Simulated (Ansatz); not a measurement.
# Where V_Mg-F_O puts its levels in the gap of MgO (Fm-3m), part 2 of 2

Aim: at which Fermi levels does V_Mg-F_O in MgO (Fm-3m) change its charge? The model is a cell of 54 host atoms with 1 site emptied and F put on another atom's site.

Ansatz; place-levels on r2SCAN runs: charge-transition levels and formation energies with image-charge correction and potential alignment at the atomic sites; PAW set soft_1.

So far: The starting structure; The runs of each charge state.

## Step 3: Levels against the band edges, r2SCAN

A charged cell interacts with its images and the background, and its potential has another zero than the host's. place-levels removes the first by a point-charge model, screened by the static dielectric constant since the ions have relaxed around the charge, and the second by comparing potentials at atoms far from the defect.

The host is a run of the defect-free crystal in the same cutoffs, grids and k-points, so that basis and sampling errors cancel in part in the differences. The host is run in a cell of 2 atoms on a matching mesh. Its band edges are searched through the zone by a band path, so the gap is smaller than, or equal to, that on the mesh. Chemical potentials are energies per atom of Mg (hcp), O (O2 molecule) and F (F2 molecule), run with the same functional and cutoff.

The input, levels.point.yaml:

```yaml
host:
  run: host.point.run
states: [qm2_M1.point.run, qm1.point.run, qm1_M2.point.run, q0_M1.point.run, qp1.point.run, qp1_M2.point.run]
geometry_from:
  qm2_M1.point.run: qm2_M1.relax.run
  qm1.point.run: qm1.relax.run
  qm1_M2.point.run: qm1_M2.relax.run
  q0_M1.point.run: q0_M1.relax.run
  qp1.point.run: qp1.relax_smeared.run
  qp1_M2.point.run: qp1_M2.relax.run
chemical_potentials:
  Mg:
    energy: -1926.407918
    dataset: "<sha256 of the dataset>"
  O:
    energy: -565.989614
    dataset: <sha256 of the dataset>
  F:
    energy: -806.862156
    dataset: "<sha256 of the dataset>"
epsilon: 3.24
static_epsilon: 10.37
vertical:
  - { from: qm2_M1.point.run, to: qm2_M1.point_neutral.run }
  - { from: qm1.point.run, to: qm1.point_neutral.run }
  - { from: qm1_M2.point.run, to: qm1_M2.point_neutral.run }
  - { from: qp1.point.run, to: qp1.point_neutral.run }
  - { from: qp1_M2.point.run, to: qp1_M2.point_neutral.run }
```

On the command line:

```
ansatz place-levels levels.point.yaml -- --threads 8 --pin off --max-ram 15073MiB
```

What it wrote:

```text
[... repeated set-up lines and file paths are left out, and long positions are rounded to six places ...]
(+1/0) 0.000 eV above the valence edge (-0.077 eV without the band-filling correction), 5.678 eV under the conduction edge
(0/-1) 0.375 eV above the valence edge, 5.303 eV under the conduction edge
(-1/-2) 5.718 eV above the valence edge (+7.250 eV without the band-filling correction), in the conduction band
formation energy of charge +1: +5.737 eV with the Fermi level at the valence edge
formation energy of charge 0: +5.737 eV with the Fermi level at the valence edge
formation energy of charge -1: +6.112 eV with the Fermi level at the valence edge
formation energy of charge -2: +11.830 eV with the Fermi level at the valence edge
vertical -2 to 0: no energy, since no alignment is typed
  the change from vertical[0].from (qm2_M1.point.run) to vertical[0].to (qm2_M1.point_neutral.run): by its potential at epsilon 3.24 it stands at 0.692 0.691 0.318, with an rms radius of about 4.3 Å (2.5 2.5 2.5 Å across the planes of the cell's vectors); [...]
vertical -1 to 0: no energy, since no alignment is typed
  the change from vertical[1].from (qm1.point.run) to vertical[1].to (qm1.point_neutral.run): by its potential at epsilon 3.24 it stands at 0.794 0.795 0.225, with an rms radius of about 3.4 Å (2.0 2.0 1.9 Å across the planes of the cell's vectors); [...]
vertical -1 to 0: no energy, since no alignment is typed
  the change from vertical[2].from (qm1_M2.point.run) to vertical[2].to (qm1_M2.point_neutral.run): by its potential at epsilon 3.24 it stands at 0.469 0.476 0.534, with an rms radius of about 4.2 Å (2.4 2.4 2.4 Å across the planes of the cell's vectors); [...]
vertical +1 to 0: no energy, since no alignment is typed
  the change from vertical[3].from (qp1.point.run) to vertical[3].to (qp1.point_neutral.run): by its potential at epsilon 3.24 it stands at 0.919 0.919 0.118, with an rms radius of about 4.7 Å (2.8 2.8 2.5 Å across the planes of the cell's vectors); [...]
vertical +1 to 0: no energy, since no alignment is typed
  the change from vertical[4].from (qp1_M2.point.run) to vertical[4].to (qp1_M2.point_neutral.run): by its potential at epsilon 3.24 it stands at 0.791 0.793 0.250, with an rms radius of about 3.5 Å (2.0 2.0 1.9 Å across the planes of the cell's vectors); [...]
  edges by r2scan, gap 5.678 eV; the host is sampled to repeats of 17.85 Å
  the defect's cells are sampled to repeats of 17.85 Å, like sampling
  charge +1: -65771.0444 eV with its correction of -0.269 eV, at epsilon 10.37, aligned at sites: -0.5211 eV, mean over 10 atomic sites at or beyond 4.46 Å from the defect at [0.5833, 0.5833, 0.4167], with +0.000000 for the charge's moments and without [...]
  states[5] (qp1_M2.point.run): levels filled in part (TS 0.006 eV): its energy is of no whole electron's
  charge 0: +0.000 eV for its dipole among its images, +1.157 omitted
  states[3] (q0_M1.point.run): levels filled in part (TS 0.005 eV): its energy is of no whole electron's
  charge -1: -65755.3772 eV with its correction of +0.589 eV, at epsilon 10.37, aligned at sites: -0.3369 eV, mean over 10 atomic sites at or beyond 4.46 Å from the defect at [0.5833, 0.5833, 0.4167], with +0.000000 for the charge's moments and without [...]
  charge -2: -65740.4428 eV with its correction of +1.519 eV, at epsilon 10.37, aligned at sites: -0.2551 eV, mean over 10 atomic sites at or beyond 4.46 Å from the defect at [0.5833, 0.5833, 0.4167], with +0.000000 for the charge's moments and without [...]
  charge +1: states[4] (qp1.point.run) stands 0.121 eV higher, with a moment of 0.00 μB against 2.00
  states[4] (qp1.point.run): levels filled in part (TS 0.009 eV): its energy is of no whole electron's
  charge -1: states[2] (qm1_M2.point.run) stands 6.542 eV higher, with a moment of 2.00 μB against 0.00
  states[2] (qm1_M2.point.run): levels filled in part (TS 0.005 eV): its energy is of no whole electron's
  of states[5] (qp1_M2.point.run): it parts from the run at its places by a charge that spreads by about 2 Å along one vector (1.3 Å or more is wide), by its potential at epsilon 3.24, taken for that of held ions (one typed too small widens it), where the [...]
  of states[3] (q0_M1.point.run): its alignment with the host at atomic sites is doubtful: the cell is too small to show whether the defect's potential has decayed: take a larger one; [...]
  of states[1] (qm1.point.run): it parts from the run at its places by a charge that spreads by about 2 Å along one vector (1.3 Å or more is wide), by its potential at epsilon 3.24, taken for that of held ions (one typed too small widens it), where the cell [...]
  of states[0] (qm2_M1.point.run): it parts from the run at its places by a charge that spreads by about 2.5 Å along one vector (1.3 Å or more is wide), by its potential at epsilon 3.24, taken for that of held ions (one typed too small widens it), where the [...]
  of states[4] (qp1.point.run): how wide its charge is, is not read beside other atoms or cores, and a band state would take no correction. [...]
  of states[2] (qm1_M2.point.run): it parts from the run at its places by a charge that spreads by about 2.4 Å along one vector (1.3 Å or more is wide), by its potential at epsilon 3.24, taken for that of held ions (one typed too small widens it), where the [...]
  of vertical[0].from (qm2_M1.point.run): its moments are held at its close (magnetization.spin_locking), by a field of 0.408 eV a Bohr magneton, and its energy and levels are of the state that this holds: a run that lets them go can end lower; [...]
  vertical[0].to (qm2_M1.point_neutral.run): levels filled in part (TS 0.005 eV): its energy is of no whole electron's
  of vertical[0].to (qm2_M1.point_neutral.run): stability_check_not_made
  of vertical[1].from (qm1.point.run): it parts from the run at its places by a charge that spreads by about 2 Å along one vector (1.3 Å or more is wide), by its potential at epsilon 3.24, taken for that of held ions (one typed too small widens it), where the [...]
  vertical[1].to (qm1.point_neutral.run): levels filled in part (TS 0.005 eV): its energy is of no whole electron's
  of vertical[1].to (qm1.point_neutral.run): stability_check_not_made
  vertical[2].from (qm1_M2.point.run): levels filled in part (TS 0.005 eV): its energy is of no whole electron's
  of vertical[2].from (qm1_M2.point.run): its moments are held at its close (magnetization.spin_locking), by a field of 3.398 eV a Bohr magneton, and its energy and levels are of the state that this holds: a run that lets them go can end lower; [...]
  vertical[2].to (qm1_M2.point_neutral.run): levels filled in part (TS 0.005 eV): its energy is of no whole electron's
  of vertical[2].to (qm1_M2.point_neutral.run): it set out from the moments of a save, which an earlier run chose (saved_moments_taken); stability_check_not_made
  vertical[3].from (qp1.point.run): levels filled in part (TS 0.009 eV): its energy is of no whole electron's
  of vertical[3].from (qp1.point.run): it parts from the run at its places by a charge that spreads by about 2.8 Å along one vector (1.3 Å or more is wide), by its potential at epsilon 3.24, taken for that of held ions (one typed too small widens it), where [...]
  vertical[3].to (qp1.point_neutral.run): levels filled in part (TS 0.005 eV): its energy is of no whole electron's
  of vertical[3].to (qp1.point_neutral.run): stability_check_not_made
  vertical[4].from (qp1_M2.point.run): levels filled in part (TS 0.006 eV): its energy is of no whole electron's
  of vertical[4].from (qp1_M2.point.run): stability_check_not_made; [...]
  vertical[4].to (qp1_M2.point_neutral.run): levels filled in part (TS 0.005 eV): its energy is of no whole electron's
  of vertical[4].to (qp1_M2.point_neutral.run): it set out from the moments of a save, which an earlier run chose (saved_moments_taken); stability_check_not_made
```

Run time: 0.72 s. Hardware: 8 threads of Arm Neoverse V1, shared host.

Levels between the charges placed, in eV above the valence top:

|  | gap (eV) | (+1/0) | (0/−1) | (−1/−2) |
| --- | --- | --- | --- | --- |
| r2SCAN | 5.68 | 0.00 | 0.38 | 5.72 |

Corrections by state:

| charge | moment (μB) | image terms and alignment (eV) | band filling (eV) | ε used | over the lowest of its charge, as the program ranks them, band filling apart (eV) |
| --- | --- | --- | --- | --- | --- |
| +1 | 2.0 | -0.269 | -0.077 | 10.37 | 0.000 |
| 0 | 1.0 | 0.000 | - | - | 0.000 |
| −1 | 0.0 | 0.589 | - | 10.37 | 0.000 |
| −2 | 1.0 | 1.519 | -1.532 | 10.37 | 0.000 |
| +1 | 0.0 | -0.295 | - | 10.37 | 0.121 |
| −1 | 2.0 | 0.590 | - | 10.37 | 6.542 |

The charged structures listed were also run neutral, and place-levels reads from each pair, by the potential or the spins, how wide the charge is by which they differ; that can be the carrier of either run.

| charge | rms radius (Å) | spread where it is widest against the cell (Å) | wide from (Å) | reading |
| --- | --- | --- | --- | --- |
| +1 | 3.5 | 2.04 | 1.26 | wide |
| −1 | 3.4 | 1.99 | 1.26 | wide |
| −2 | 4.3 | 2.54 | 1.26 | wide |

The neutral runs of these pairs need not share the spin of the lowest neutral state, and very wide values only mean spread over the cell.

From the program's caveats on the states, each cut to its opening words:

- charge +1 (2 μB), −1: it parts from the run at its places by a charge that spreads by about 2 Å along one vector (1.3 Å or more is wide), by its potential at epsilon 3.24, taken for [...]
- charge +1 (2 μB): a band-filling correction moves a carrier to the host's band edge, which changes its energy by -0.077 eV
- charge +1 (2 μB), 0 (1 μB), −1, −2 (1 μB), +1, −1 (2 μB): its alignment with the host at atomic sites is doubtful: the cell is too small to show whether the defect's potential has decayed: take a larger one
- charge +1 (2 μB), 0 (1 μB), −2 (1 μB), −1 (2 μB): flagged: stability check not made
- charge 0 (1 μB): the far atoms show a dipole or second moment of the defect's charge, for which the correction takes or leaves out 1.157 eV: further moments aren't read, and [...]
- charge −1: the far atoms show a dipole or second moment of the defect's charge, for which the correction takes or leaves out 2.929 eV: further moments aren't read, and [...]
- charge −2 (1 μB): it parts from the run at its places by a charge that spreads by about 2.5 Å along one vector (1.3 Å or more is wide), by its potential at epsilon 3.24, taken [...]
- charge −2 (1 μB): a band-filling correction moves a carrier to the host's band edge, which changes its energy by -1.532 eV
- charge −2 (1 μB): the far atoms show a dipole or second moment of the defect's charge, for which the correction takes or leaves out 2.464 eV: further moments aren't read, and [...]
- charge −2 (1 μB): its moments are held at its close (magnetization.spin_locking), by a field of 0.408 eV a Bohr magneton, and its energy and levels are of the state that this [...]
- charge +1: how wide its charge is, is not read beside other atoms or cores, and a band state would take no correction
- charge +1: the far atoms show a dipole or second moment of the defect's charge, for which the correction takes or leaves out 0.748 eV: further moments aren't read, and [...]
- charge −1 (2 μB): it parts from the run at its places by a charge that spreads by about 2.4 Å along one vector (1.3 Å or more is wide), by its potential at epsilon 3.24, taken [...]
- charge −1 (2 μB): the far atoms show a dipole or second moment of the defect's charge, for which the correction takes or leaves out 1.037 eV: further moments aren't read, and [...]

Chemical potentials of the elements' reference phases, run alike. Formation energies (elemental references), with the Fermi level at the valence top and at the conduction bottom (gap 5.68 eV):

| charge | at valence top (eV) | at conduction bottom (eV) | correction included (eV) |
| --- | --- | --- | --- |
| +1 | 5.74 | 11.42 | -0.35 |
| 0 | 5.74 | 5.74 | 0.00 |
| −1 | 6.11 | 0.43 | 0.59 |
| −2 | 11.83 | 0.47 | -0.01 |

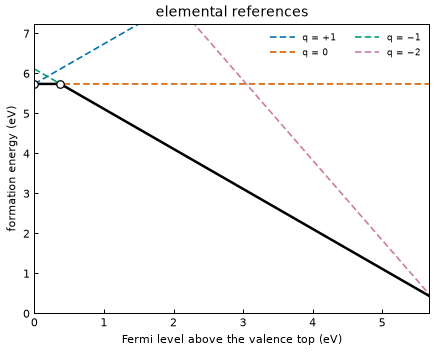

Formation energy against Fermi level; the thick line follows the lowest charge state and circles mark the transition levels.

Charge transition levels, in eV, zero at the valence-band top of the host:

|  | conduction bottom | valence top |
| --- | --- | --- |
| V_Mg-F_O | 5.68 | 0.00 |

|  | level | energy (eV) |
| --- | --- | --- |
| V_Mg-F_O | (+1/0) | 0.00 |
| V_Mg-F_O | (0/−1) | 0.38 |
| V_Mg-F_O | (−1/−2) | 5.72 |

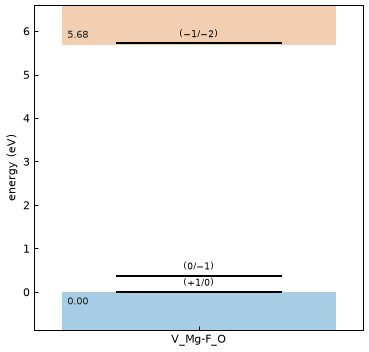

Charge transition levels. Shaded: valence and conduction bands.

## Step 4: Outcome

| Quantity | Value |
| --- | --- |
| gap of the host | 5.68 eV (r2SCAN) |
| level (plus 1/0) | 0.00 eV above the valence top (-0.08 eV above the valence top without the band-filling term) |
| level (0/minus 1) | 0.38 eV above the valence top |
| level (minus 1/minus 2) | 5.72 eV above the valence top, past the conduction bottom (7.25 eV above the valence top without the band-filling term) |
| lowest of the charges placed, just above the valence top (0.02 eV) | 0 |
| lowest of the charges placed, just below the conduction bottom (0.02 eV) | −1 |
| lowest formation energy at mid-gap of the charges run, elemental references | 3.27 eV |

In words: Of the charges placed (−2, −1, 0 and +1), the lowest changes at 0.38 eV (0/−1) above the valence top, in a gap of 5.68 eV. (0/−1) lies nearer to a band edge than the share of the finite-size correction in it (0.59 eV), and that correction holds for a localised charge alone. States placed: +1 at 2 μB and 0 μB; 0 at 1 μB; −1 at 0 μB and 2 μB; −2 at 1 μB. Other spin states or structures, where not listed, weren't placed. The program finds carriers beyond a band edge of the host and adds a band-filling term at charge −2 (-1.53 eV) and +1 (-0.08 eV); steps to such a charge show no bound level, and a defect level inside a band would be read the same way. Corrections reach 1.5 eV, so the cell is small for these charges and their levels are rough. F is taken at its element; compounds, which aren't counted here, bound the chemical potentials and would shift these formation energies. The program doubts the alignment of potentials for at least one state, a sign that the cell is small. Limits: the images are only 8.9 Å apart; r2SCAN makes the gap too small and tends to spread out bound carriers; where a gas molecule sets a chemical potential or the host's formation energy, its binding is uncorrected; force components of up to 0.15 eV/Å remain in a run at the final settings.

Calculation against experiment:

| quantity | measured | r2SCAN |
| --- | --- | --- |
| band gap (least gap of the host) (eV) | 7.83 | 5.68 (-2.15 eV) |

Measured values from arxiv:0908.1581 (2009).

**Verdict.** The band gap is off by -2.15 eV: a clear miss. Local and semilocal functionals usually give gaps below the measured ones. Zero-point and thermal motion shift the measured gap.

[Logs are printed without paths, hosts, clocks, repeated set-up lines and the standing remarks that a program may print on its own settings, such as how far it seeks lower states.]

[Hosts, paths, dates, database ids (printed as entryN), source tags and the programs' standing remarks are cut or masked in the printed files.]

[Where a table of states has a column of steps, it counts the stored structures, which are thinned; the runs took as many ionic steps or more.]

[A defect's name tells the site on which it was built; relaxed atoms can leave that site.]

[For some hosts the program warned that the k-mesh of the response run may be too coarse for force constants and the static dielectric constant; such warnings are not shown here.]
